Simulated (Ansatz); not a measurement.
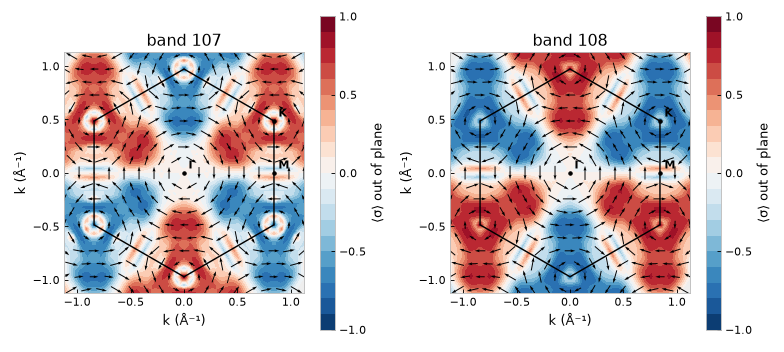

Spin texture of a GeSb2Te4 monolayer (space group of the slab cell P3m1) in the plane k₃ = 0, seen along b₁ × b₂: arrows give the in-plane part of ⟨σ⟩, colours the part out of the plane.

Computed with DFT PBE, spin-orbit coupling, plane waves, PAW; levels and slopes on a k mesh at the converged density (Ansatz). Non-magnetic. k mesh for the levels: 36×36×1. The geometry was not relaxed. The cell comes from a database of computed structures, not from a measurement.

Question: How is the spin locked to momentum in these bands?

Answer: Band 107 (filled): the spin expectation value has a mean length of 0.9, partly in and partly out of the plane; near Γ it winds clockwise, at right angles to k (Rashba-like); its out-of-plane part is +0.9 at the labelled K point and −0.9 at the opposite point. Band 108 (it crosses the Fermi level in this plane): the spin expectation value has a mean length of 0.9, partly in and partly out of the plane; near Γ it winds anticlockwise, at right angles to k (Rashba-like); its out-of-plane part is −0.8 at the labelled K point and +0.8 at the opposite point.

Question: Why are these bands spin-split?

Answer: The structure has no inversion centre, so spin-orbit coupling splits the pair at general k (symmetry can keep it degenerate on some lines and at time-reversal-invariant points), and the spin at −k is opposite to that at k. Bands 107 and 108 lie up to 0.24 eV apart in this plane.

Semilocal functionals overstate band overlaps, so a small overlap like this can be a small gap in truth. The Fermi level moves by 0.026 eV between the self-consistent and the finer mesh, more than the depth of the shallowest pocket, which is therefore unsettled, and so is the density of states. Necks and pockets thinner than about two mesh steps aren't resolved, so separate pockets may in truth be joined.
